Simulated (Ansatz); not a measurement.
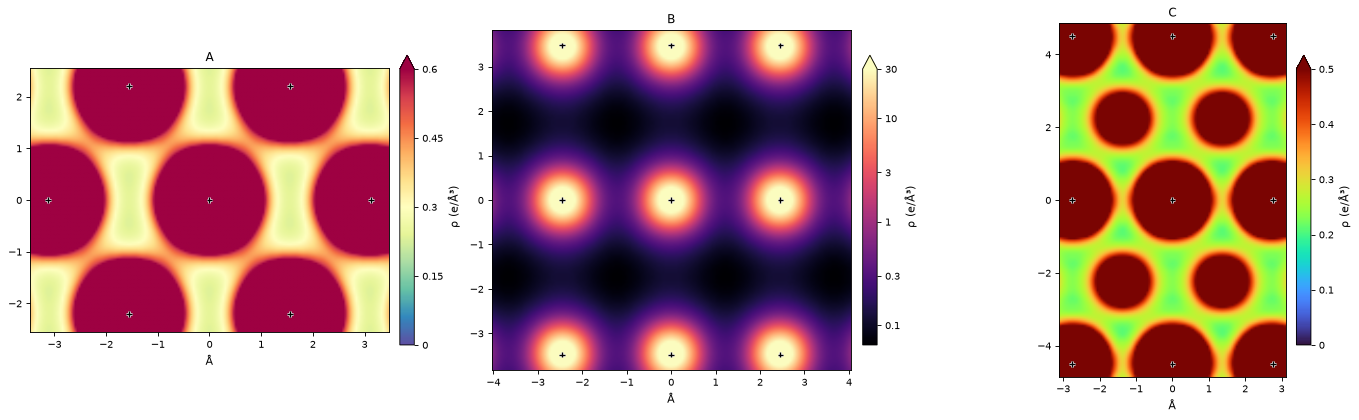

The valence pseudo-density of 3 systems, each on a plane through atoms (crosses mark nuclei in the plane).

Method: Ansatz 0.2.0, DFT, BLYP, plane waves (420 eV) with PAW, scalar-relativistic.

System 1: Rh, the (100) plane of the conventional cell. Space group P6₃/mmc; set up as Rh, dhcp; a generated structure, not necessarily the stable one; changed on purpose from its base cell (volume × 1.0); computed without spin polarisation.

```
Rh
1.0
     2.76200    0.00000    0.00000
    -1.38100    2.39196    0.00000
     0.00000    0.00000    9.00714
Rh
4
Direct
  0.00000 0.00000 0.00000
  0.00000 0.00000 0.50000
  0.33333 0.66667 0.25000
  0.66667 0.33333 0.75000
```

System 2: Ni, the (011) plane of the conventional cell. Space group Pm-3m; set up as Ni, simple cubic; a generated structure, not necessarily the stable one; changed on purpose from its base cell (volume × 1.12); computed pressure about −10 GPa in this cell; spin-polarised.

```
CELL_PARAMETERS angstrom
2.45923 0.00000 0.00000
0.00000 2.45923 0.00000
0.00000 0.00000 2.45923
ATOMIC_POSITIONS crystal
Ni 0.00000 0.00000 0.00000
```

System 3: Ir, the (101) plane of the conventional cell. Space group Im-3m; set up as Ir, bcc; a generated structure, not necessarily the stable one; changed on purpose from its base cell (volume × 0.96); computed pressure about 12 GPa in this cell; computed without spin polarisation.

Q: Match each panel to its system.

A: Panel A is system 3, Ir: the plane holds Ir. Ir–Ir (2.71 Å): ρ at the midpoint is about 0.43 e/Å³. Panel B is system 2, Ni: the plane holds Ni. Ni–Ni (2.46 Å): the density is about 0.31 e/Å³ at the midpoint. Panel C is system 1, Rh: the plane holds Rh. Rh–Rh (2.76 Å): ρ at the midpoint is about 0.31 e/Å³.
